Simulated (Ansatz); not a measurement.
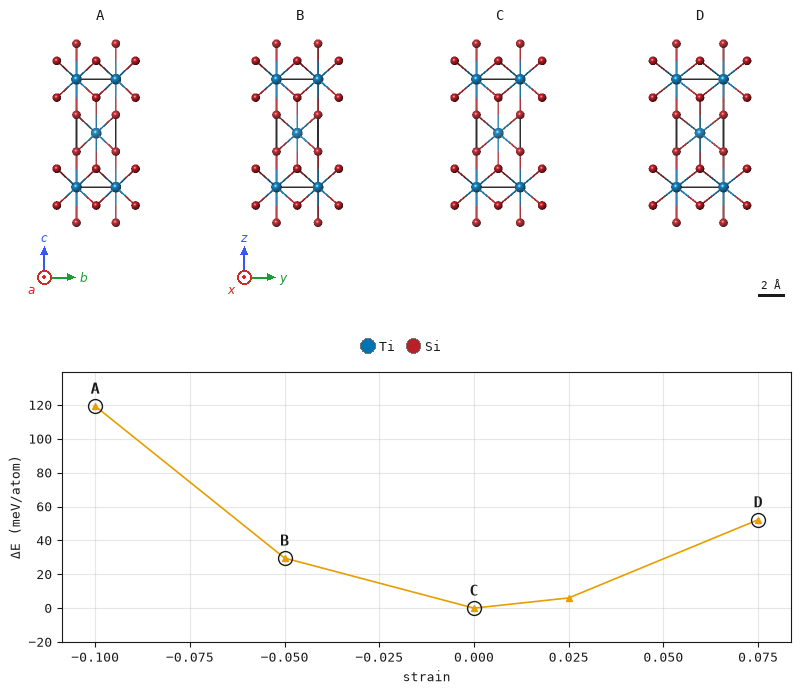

Energy scan for solid TiSi₂ (Immm), in which the cell is strained along y alone, with the atoms kept at their fractional coordinates. x, y and z are the Cartesian axes of the input. The lettered frames are marked on the plot. A ball-and-stick model of the conventional cell (2 times the calculation's cell), repeated 1 × 1 × 1 with one cell outlined, seen along the a axis. Lengths and directions refer to the drawn axes.

Theory: Ansatz, DFT PBE, scalar-relativistic, plane waves, PAW. Set-up: plane-wave cutoff 420 eV; k-point mesh 22 × 22 × 22; occupations gaussian; smearing width 0.15 eV; no spin polarisation. Energies (free energies at the smearing named) are counted from the relaxed crystal.

> Describe the profile.

Of the computed points the lowest is at the strain 0.00, 0.0 meV/atom. The distortion keeps the space group Immm. At the strain −0.10 the cell of the drawing goes b 3.410 → 3.069 Å.
